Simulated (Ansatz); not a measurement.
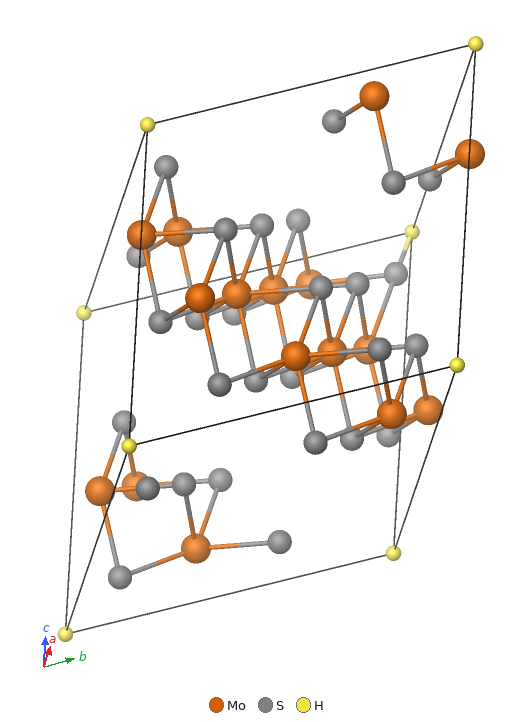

The image is a ball-and-stick drawing of a crystal, viewed from a general direction. The edges of the simulation cell are marked.

Characterise what is shown.

Chemical formula Mo12HS24. Space group: P1, with no symmetry beyond the lattice. One cell contains 12 Mo, 1 H, 24 S, 37 atoms in all. Mo bonds to six S in a distorted trigonal prismatic arrangement. Around each H lies one S. Not all metal-metal contacts are counted. The bonds build Mo12HS24 layers parallel to (111).

The cell started as a structure listed in the Materials Project, repeated into a supercell with a point defect put in. The atoms were relaxed in a fixed cell with Ansatz 0.2.0, DFT PBE+D3(BJ), scalar-relativistic, plane waves, PAW.
